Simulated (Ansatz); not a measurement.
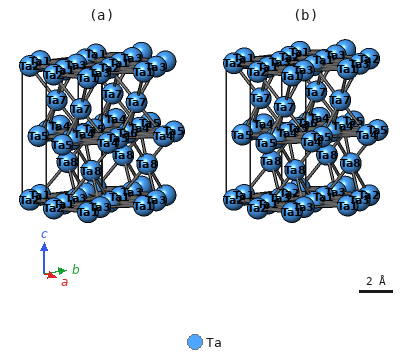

The structure of crystalline Ta (set up in P6_322) before (left) and after (right) a relaxation, at one scale.

A ball-and-stick model of the cell of the calculation, repeated 2 × 2 × 1 with one cell outlined, seen slightly off an axis.

The calculation used DFT PBEsol, scalar-relativistic, plane waves, PAW (Ansatz 0.2.0). Set-up: plane-wave cutoff 420 eV; k-point mesh 12 × 12 × 6; occupations gaussian; smearing width 0.1 eV; no spin polarisation; cell and atoms relaxed; force threshold 0.005 eV/Å; at most 80 steps.

Q: What changed between the two?

A: After 4 accepted moves (6 points after the start) the energy has fallen by 2.3 meV per atom. Largest force component: 0.026 eV/Å at the start, under 0.0001 eV/Å at the end. Pressure: 1.49 GPa at the start and 0.00 GPa at the end. The line search rejected the trial step at point 1 of the run. At 1 point the geometry stayed and the basis and grid were re-selected for the new cell (energy shift of 0.1 meV per atom at most each time). The largest moves relative to the cell, 0.012 Å, are those of Ta1, Ta2, Ta3, Ta4, Ta5 and Ta6. Ta4 goes along −b. Cell: a = b 4.983 → 4.970 Å (−0.3 %), c 8.203 → 8.368 Å (+2.0 %). Volume +1.5 %. Among the contacts that change: Ta1–Ta7 2.659 → 2.685 Å, Ta1–Ta2 2.933 → 2.914 Å, Ta1–Ta2 (another image) 2.769 → 2.782 Å. The space group stays P6_322 (No. 182). The run took 4.1 min on 2 threads of AMD EPYC 7R43 64-Core Processor (Zen 3) (shared host), peak memory 0.91 GiB.
